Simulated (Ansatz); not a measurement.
**Geometry relaxation of GaO2 (part 2 of 3)**

Continued. System: GaO2 (slab, 12 atoms in the cell). Method: DFT PBE, scalar-relativistic, plane waves, PAW, no spin polarisation (Ansatz 0.2.0); cutoff 420 eV, 9×5×1 k-mesh, Gaussian smearing of 0.05 eV. The structure derives from an entry of the Crystallography Open Database. It belongs to a series of runs on one base structure; here: (1 0 0) slab, atoms relaxed.

Geometry of the input (Å; fractional positions):
```
3.0835  0.0000  0.0000
0.0000  5.8775  0.0000
0.0000  0.0000  21.1466
O  0.0000  0.0077  0.3547
O  0.0000  0.4904  0.3592
Ga 0.5000  0.4986  0.4084
Ga 0.0000  0.9837  0.4476
O  0.5000  0.7762  0.4505
O  0.5000  0.2262  0.4563
O  0.0000  0.0209  0.5437
O  0.0000  0.4709  0.5495
Ga 0.5000  0.2634  0.5524
Ga 0.0000  0.7485  0.5916
O  0.5000  0.7567  0.6408
O  0.5000  0.2394  0.6453
```

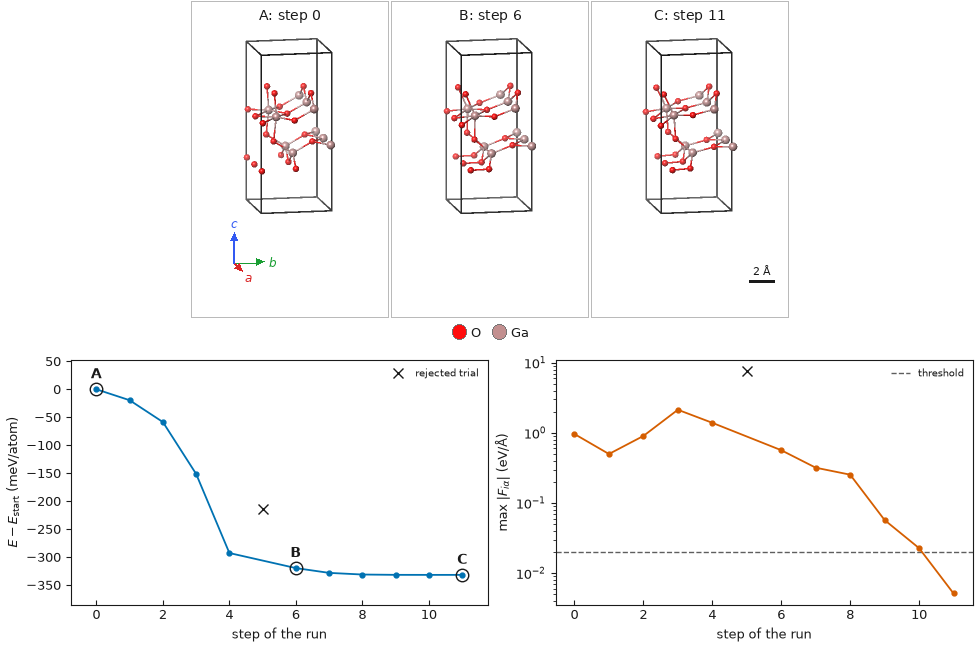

**Figure 1.** Frames of the relaxation (ball-and-stick view of the 2 × 1 repeat of the cell, with the vacuum cut short, seen slightly off an axis) above the curves, on which the letters mark them (the first geometry is step 0 here and step 1 in the log).

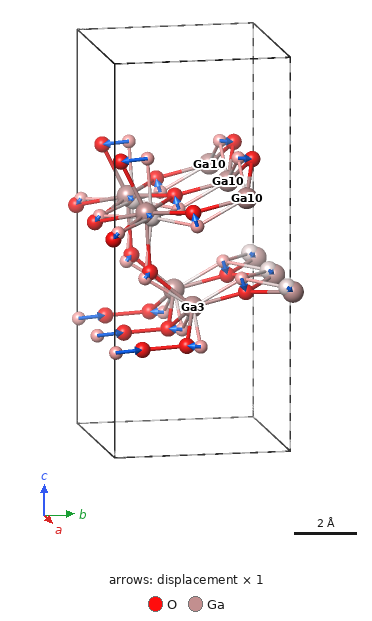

**Figure 2.** Start (faint) and end (solid) with the displacements as blue arrows, at true length (ball-and-stick view of the 2 × 1 repeat of the cell, with the vacuum cut short, seen slightly off an axis). The largest moves, 0.89 Å, are those of O1 and O12. Largest moves by element: O 0.89 Å, Ga 0.24 Å. The cell stays as it was. Among the contacts that change: O11–O12 2.838 → 1.487 Å, Ga4–O7 2.042 → 1.983 Å, Ga4–O6 2.108 → 2.154 Å, Ga10–O11 1.860 → 1.906 Å. New bonds form: O11–O12 (2.84 → 1.49 Å), O1–O2 (2.84 → 1.49 Å). Among the angles that change: Ga3–O6–Ga9 116.2° → 134.0°, Ga3–O6–Ga4 121.6° → 109.6°, O1–Ga4–O7 169.7° → 158.0°. Over 11 geometry steps the energy falls by 332 meV per atom. Largest force component: 0.96 eV/Å at the start, 0.0051 eV/Å at the end. The line search rejected the trial step at point 5 (counted from 0) and went back. (Atoms are counted from 1 in the order of the input.)

```
WARN: The output density's exchange-correlation potential varies sharply where the density is thin. Do not read a vacuum level from v_tot or v_xc, or from such a field of the output density. On a cell that repeats whose density bears no net charge and no dipole along the vacuum's axis use v_es (v_loc + v_h of the components); under efield.dipole_correction with no amplitude use v_es + v_field, which holds any external_charges[].barrier, or the levels of the report's work_function block, which leave it out; under a non-zero efield.amplitude the vacuum is tilted and has no level; on a cell that repeats and bears such a dipole with no correction it is tilted too, and efield.dipole_correction with no amplitude gives each side of its ramp a level where efield: is served; in a cell that repeats whose density bears a net charge (total_charge, or a fill off its count) it is curved and has none; of a slab under crystal.periodic whose density bears no net charge use v_es, which has a level on each side, short of where the two are joined; of another it falls or rises all the way out and has none; of a slab beside external_charges read slab_vacuum_level instead, which it has where they leave it neutral. The grid or the basis barely resolves most such structure, and the values can differ between equally converged runs; as a rule a tighter scf.convergence.dr2_threshold does not remove it. Where the density itself ripples (under the LDA too) a higher basis.ecutwfc lessens it. The files hold the spikes' plane waves up to the density's cutoff. Files: v_tot_of_output_density and the like, and their columns of v_z.tsv (output.write_potential); v_xc_of_output_density and the like, and their columns of v_comp_z.tsv (output.write_potential_components). Measured: with its Gaussian average of σ = 0.25 Å subtracted twice, the exchange-correlation potential is over 0.1 eV at 264 of the grid points where the equally averaged density (valence and model cores) is under 1e-3 e/Å³, and 0.251 eV at the most among them, at an averaged density of 9.5e-4 e/Å³. The input density's (outcome.potential() and, of a run that writes arrays, v_tot and v_xc) is over 0.1 eV, so measured, at 256 points of its own thin density, 0.252 eV at the most. See output.write_potential in the manual, Limitations
SCF converged after 6 iterations
Free energy (F): -19666.682547 eV
Harris-Foulkes:  -19666.682547 eV  (|F-HF|=5.23e-9)
Internal energy: -19666.682547 eV  (E = F + TS)
E sigma→0 (E₀):  -19666.682547 eV
Fermi energy:    -1.165000 eV
Dipole field:    D = 0.000002 V/Å  (p = 0.000003 e·Å, saw-weighted, corrected)
Work function:   Φ+ = 6.2616 eV   Φ− = 6.2616 eV
Levels:          The Fermi level and band energies are counted from a zero that moves with the ramp; work functions are not
--- Per-component energies (eV) ---
  E_band       = -1220.679447
  E_kinetic    = 1851.747263
  E_local      = -90937.701270  (includes V_loc(G=0)·N_el)
  E_nonlocal   = 2114.703158
  E_hartree    = 44353.674844
  E_xc         = -854.072512
  E_vxc        = -970.126270  (∫ρ·V_xc dr)
  E_paw        = -9252.258311  (= ΣΔE_a)
  E_vpaw       = -1986.684408  (= ΣTr[D̂ρ^β])
  E_aug_tail   = 0.018845  (compensation charges beyond the density's cutoff)
  E_efield     = 0.000000  (sawtooth field / dipole correction)
  E_vefield    = -0.000000  (∫n·V_field dr)
  E_ewald      = 33057.205438
  E_smearing   = -0.000000  (= −TS)
  E_closure    = 0.000000  (closes the sum)
  Σ components = -19666.682547   (vs F -19666.682547, Δ=0.00e0)
--- Forces (eV/Å), atoms counted from 1 ---
  atom   1  O      0.00000000    -0.00275733    -0.00226939
  atom   2  O      0.00000000    -0.00177864    -0.00029322
  atom   3  Ga     0.00000000    -0.00325540    -0.00111853
  atom   4  Ga     0.00000000     0.00420560    -0.00056225
  atom   5  O      0.00000000     0.00198338    -0.00008986
  atom   6  O      0.00000000     0.00513565     0.00087660
  atom   7  O      0.00000000    -0.00510927    -0.00082025
  atom   8  O      0.00000000    -0.00198621     0.00009868
  atom   9  Ga     0.00000000    -0.00423167     0.00049843
  atom  10  Ga     0.00000000     0.00327276     0.00107989
  atom  11  O      0.00000000     0.00177857     0.00031815
  atom  12  O      0.00000000     0.00274168     0.00228114
  max |Σ_I F_I| component: 8.96e-7 eV/Å
--- Band table (eV; the first three rows and the last of 15) ---
  k-point 0: bands = ["-23.7473", "-23.7308", "-21.3022", "-20.5957", "-20.2617", "-20.1861", "-18.1041", "-18.0687", "-16.4655", "-16.4639", "-16.3218", "-16.3126", "-16.2134", "-16.2128", "-16.1626", "-16.0963", "-16.0280", "-15.9481", "-15.8069", "-15.7677", "-15.7517", "-15.7111", "-15.6529", "-15.5935", "-15.5650", "-15.5588", "-15.4355", "-15.2056", "-9.5879", "-9.0469", "-8.8308", "-8.6012", "-7.4332", "-7.2181", "-6.6226", "-6.5345", "-5.9212", "-5.5575", "-5.3914", "-5.1526", "-4.8375", "-4.5228", "-4.1859", "-4.0233", "-3.9340", "-3.6602", "-2.8133", "-2.7891", "-1.9152", "-1.9070", "-0.4789", "1.0001", "1.5505", "1.7039", "3.3216", "3.6257", "4.3353", "4.4958", "4.7515", "4.8043", "4.9841", "5.6924"]
  k-point 1: bands = ["-23.7432", "-23.7282", "-21.2739", "-20.5763", "-20.3361", "-20.1928", "-18.1078", "-18.0710", "-16.4653", "-16.4639", "-16.3244", "-16.3111", "-16.2094", "-16.2090", "-16.1875", "-16.1689", "-16.1092", "-15.8673", "-15.8116", "-15.7725", "-15.7653", "-15.7099", "-15.6440", "-15.5939", "-15.5678", "-15.5650", "-15.3122", "-15.1350", "-9.7712", "-9.1904", "-8.7782", "-8.1762", "-7.4198", "-7.0629", "-6.5868", "-6.5156", "-6.0017", "-5.9853", "-5.1765", "-5.1508", "-4.8906", "-4.5564", "-4.3601", "-4.0103", "-3.9677", "-3.6734", "-2.9083", "-2.8005", "-1.8920", "-1.8854", "-0.2963", "0.6066", "1.5791", "2.1811", "3.2810", "3.5482", "3.9207", "4.3617", "4.9143", "5.1523", "5.4696", "5.6700"]
  k-point 2: bands = ["-23.7364", "-23.7240", "-21.2193", "-20.5703", "-20.3911", "-20.2522", "-18.1135", "-18.0748", "-16.4650", "-16.4637", "-16.3285", "-16.3083", "-16.2585", "-16.2426", "-16.2029", "-16.2025", "-16.1409", "-15.8196", "-15.8140", "-15.7804", "-15.7579", "-15.7273", "-15.6314", "-15.5945", "-15.5830", "-15.5649", "-15.1537", "-15.0226", "-9.8890", "-9.4858", "-8.5894", "-7.6977", "-7.2275", "-6.8072", "-6.5211", "-6.4966", "-6.4868", "-6.1264", "-5.2207", "-5.1192", "-4.9603", "-4.6477", "-4.6137", "-4.0827", "-4.0153", "-3.6955", "-2.9716", "-2.8223", "-1.8552", "-1.8528", "0.0187", "0.2649", "1.6727", "2.5378", "3.2168", "3.3791", "3.7058", "4.1736", "5.3445", "5.5505", "5.8237", "5.9871"]
  k-point 14: bands = ["-23.4909", "-23.4893", "-20.5290", "-20.4176", "-20.2874", "-20.2365", "-17.9436", "-17.9338", "-16.3110", "-16.3097", "-16.2640", "-16.2622", "-16.2254", "-16.2247", "-16.1602", "-16.1477", "-15.9046", "-15.8626", "-15.6882", "-15.6837", "-15.6315", "-15.6286", "-15.6135", "-15.5912", "-15.4098", "-15.2664", "-15.1967", "-15.0663", "-9.8322", "-9.7241", "-9.0157", "-8.9083", "-7.8693", "-7.8221", "-7.5678", "-7.4572", "-6.8429", "-6.7402", "-6.2813", "-5.9852", "-5.2788", "-5.1864", "-4.7217", "-4.6501", "-4.2704", "-4.1491", "-3.0587", "-2.9853", "-2.8640", "-2.8076", "1.6571", "1.6810", "3.2503", "3.2840", "3.5191", "3.9389", "4.4919", "4.9566", "6.1777", "6.2764", "7.2578", "7.4537"]
--- Relaxed structure (12 steps of the walk, 11 accepted, 0 SCFs on fresh bases) ---
  F+E_penalty+E_count = -19666.68254663 eV   max|allowed force component| = 5.136e-3 eV/Å
  atoms:
    - { symbol: O, position: [0.0, 0.15827067075588702, 0.35786729466326] }
    - { symbol: O, position: [0.0, 0.4109320854182573, 0.3616201827494986] }
    - { symbol: Ga, position: [0.5, 0.49601636701597, 0.40901692092925473] }
    - { symbol: Ga, position: [0.0, 1.0150504967102705, 0.4403960553147476] }
    - { symbol: O, position: [0.5, 0.7995407729246504, 0.42884338239499503] }
    - { symbol: O, position: [0.5, 0.2539110267856455, 0.4660185135796365] }
    - { symbol: O, position: [0.0, -0.006813562390862182, 0.5339814072524467] }
    - { symbol: O, position: [0.0, 0.4475572887478175, 0.5711565961470533] }
    - { symbol: Ga, position: [0.5, 0.23204774914112733, 0.5596040237500332] }
    - { symbol: Ga, position: [0.0, 0.7510816044137822, 0.5909831516065133] }
    - { symbol: O, position: [0.5, 0.8361662567398637, 0.6383797805391603] }
    - { symbol: O, position: [0.5, 0.08882767113759048, 0.6421326910734002] }
```

**Trajectory as extended XYZ (Å, eV, eV/Å), 12 frames, from step=1 to step=12**
```
12
Lattice="3.0835 0.0000 0.0000 0.0000 5.8775 0.0000 0.0000 0.0000 21.1466" Properties=species:S:1:pos:R:3:forces:R:3 step=1 energy=-19662.70130
O     0.0000    0.0453    7.5000    0.0000   0.1933   0.5913
O     0.0000    2.8821    7.5963    0.0000  -0.1549   0.3149
Ga    1.5418    2.9307    8.6362    0.0000  -0.3578  -0.9633
Ga    0.0000    5.7816    9.4661    0.0000   0.4161  -0.4682
O     1.5418    4.5620    9.5264    0.0000  -0.0843   0.2935
O     1.5418    1.3295    9.6500    0.0000   0.0434   0.3872
O     0.0000    0.1228   11.4965    0.0000  -0.0434  -0.3872
O     0.0000    2.7678   11.6201    0.0000   0.0843  -0.2935
Ga    1.5418    1.5483   11.6805    0.0000  -0.4161   0.4682
Ga    0.0000    4.3992   12.5104    0.0000   0.3578   0.9633
O     1.5418    4.4478   13.5502    0.0000   0.1549  -0.3149
O     1.5418    1.4070   13.6466    0.0000  -0.1933  -0.5912
12
Lattice="3.0835 0.0000 0.0000 0.0000 5.8775 0.0000 0.0000 0.0000 21.1466" Properties=species:S:1:pos:R:3:forces:R:3 step=2 energy=-19662.93536
O     0.0000    0.1697    7.5243    0.0000   0.4171   0.3699
O     0.0000    2.8079    7.5484    0.0000  -0.3572   0.2114
Ga    1.5418    2.9007    8.5737    0.0000  -0.2563  -0.5000
Ga    0.0000    5.7902    9.4570    0.0000   0.2658  -0.2196
O     1.5418    4.5428    9.4815    0.0000  -0.0719   0.0422
O     1.5418    1.3402    9.6623    0.0000   0.0895   0.4086
O     0.0000    0.1121   11.4842    0.0000  -0.0895  -0.4087
O     0.0000    2.7871   11.6650    0.0000   0.0718  -0.0423
Ga    1.5418    1.5397   11.6895    0.0000  -0.2659   0.2197
Ga    0.0000    4.4292   12.5729    0.0000   0.2563   0.4999
O     1.5418    4.5219   13.5982    0.0000   0.3572  -0.2112
O     1.5418    1.2826   13.6222    0.0000  -0.4172  -0.3700
12
Lattice="3.0835 0.0000 0.0000 0.0000 5.8775 0.0000 0.0000 0.0000 21.1466" Properties=species:S:1:pos:R:3:forces:R:3 step=3 energy=-19663.40354
O     0.0000    0.3640    7.5350    0.0000   0.9041   0.1709
O     0.0000    2.6946    7.5289    0.0000  -0.8586  -0.0322
Ga    1.5418    2.8678    8.5393    0.0000  -0.1500   0.1496
Ga    0.0000    5.8123    9.4316    0.0000   0.2095  -0.0037
O     1.5418    4.5449    9.4086    0.0000  -0.1727  -0.2664
O     1.5418    1.3540    9.6939    0.0000   0.2396   0.3175
O     0.0000    0.0984   11.4526    0.0000  -0.2397  -0.3175
O     0.0000    2.7850   11.7379    0.0000   0.1727   0.2664
Ga    1.5418    1.5176   11.7149    0.0000  -0.2094   0.0033
Ga    0.0000    4.4621   12.6073    0.0000   0.1500  -0.1494
O     1.5418    4.6353   13.6176    0.0000   0.8582   0.0318
O     1.5418    1.0883   13.6115    0.0000  -0.9037  -0.1704
12
Lattice="3.0835 0.0000 0.0000 0.0000 5.8775 0.0000 0.0000 0.0000 21.1466" Properties=species:S:1:pos:R:3:forces:R:3 step=4 energy=-19664.51686
O     0.0000    0.5581    7.5542    0.0000   2.0558  -0.0931
O     0.0000    2.5239    7.5376    0.0000  -2.1361  -0.3441
Ga    1.5418    2.8224    8.5268    0.0000   0.0570   1.0846
Ga    0.0000    5.8304    9.4094    0.0000   0.2360   0.1304
O     1.5418    4.5362    9.3518    0.0000  -0.3508  -0.7408
O     1.5418    1.3620    9.7410    0.0000   0.4594   0.0574
O     0.0000    0.0903   11.4055    0.0000  -0.4594  -0.0574
O     0.0000    2.7936   11.7947    0.0000   0.3508   0.7407
Ga    1.5418    1.4995   11.7371    0.0000  -0.2360  -0.1301
Ga    0.0000    4.5075   12.6198    0.0000  -0.0569  -1.0844
O     1.5418    4.8060   13.6089    0.0000   2.1358   0.3441
O     1.5418    0.8942   13.5923    0.0000  -2.0555   0.0926
12
Lattice="3.0835 0.0000 0.0000 0.0000 5.8775 0.0000 0.0000 0.0000 21.1466" Properties=species:S:1:pos:R:3:forces:R:3 step=5 energy=-19666.21362
O     0.0000    0.7527    7.5674    0.0000   1.1636  -0.0925
O     0.0000    2.3426    7.5594    0.0000  -1.3902  -0.1445
Ga    1.5418    2.7986    8.5402    0.0000   0.5095   1.1276
Ga    0.0000    5.8602    9.3949    0.0000  -0.0022  -0.1978
O     1.5418    4.5414    9.3043    0.0000  -0.3298  -0.8957
O     1.5418    1.3825    9.7811    0.0000   0.3344  -0.1223
O     0.0000    0.0698   11.3654    0.0000  -0.3344   0.1223
O     0.0000    2.7885   11.8422    0.0000   0.3297   0.8957
Ga    1.5418    1.4697   11.7516    0.0000   0.0021   0.1978
Ga    0.0000    4.5313   12.6063    0.0000  -0.5093  -1.1277
O     1.5418    4.9872   13.5871    0.0000   1.3914   0.1447
O     1.5418    0.6997   13.5792    0.0000  -1.1649   0.0924
```
